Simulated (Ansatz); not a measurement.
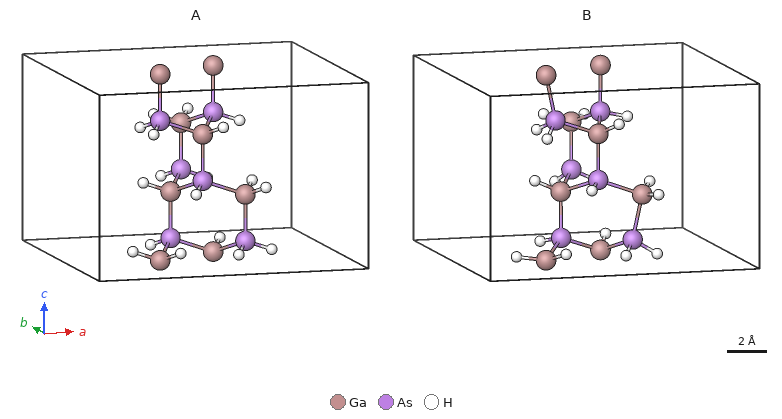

Two geometries of a wire of composition GaAsH$_{3}$, drawn at one scale. One is the start of a relaxation, the other its converged end. A ball-and-stick model of the cell of the calculation, with the vacuum cut short, seen slightly off an axis.

Theory: DFT PBEsol, scalar-relativistic, plane waves, PAW in Ansatz. Settings: plane-wave cutoff 420 eV; k-point mesh 1 × 1 × 4; occupations gaussian; smearing width 0.05 eV; no spin polarisation; cell relaxed at fixed a, b, alpha, beta, gamma; force threshold 0.02 eV/Å; at most 45 steps.

> Which of the two is the end point?

Structure B is the relaxed one. Case: wire along [1 1 1], 12 atoms a period, capped with H. The largest moves relative to the centre of the atoms, 0.50 Å, are those of H atoms. By element the largest moves are H 0.50 Å, Ga 0.33 Å, As 0.26 Å. Along the periodic axis the drawn cell goes c 9.800 → 9.739 Å (−0.6 %). Near-neighbour distances that change, for instance: As–Ga 2.450 → 2.488 Å, Ga–H 1.570 → 1.552 Å, As–Ga 2.450 → 2.438 Å, As–H 1.520 → 1.514 Å. Bond angles that change, for instance: H–Ga–H 109.5° → 125.9°, Ga–As–Ga 109.5° → 122.8°, H–As–H 109.5° → 96.7°. Over 11 accepted moves (13 points after the start) the energy falls by 0.894 eV per cell of the calculation. The largest force component goes from 0.7 to 0.013 eV/Å. The line search rejected the trial step at point 5 of the run. The SCF was repeated once at an unchanged geometry on a basis and grid sized afresh for the cell, which shifted the energy by 1.5 meV per cell of the calculation at most.
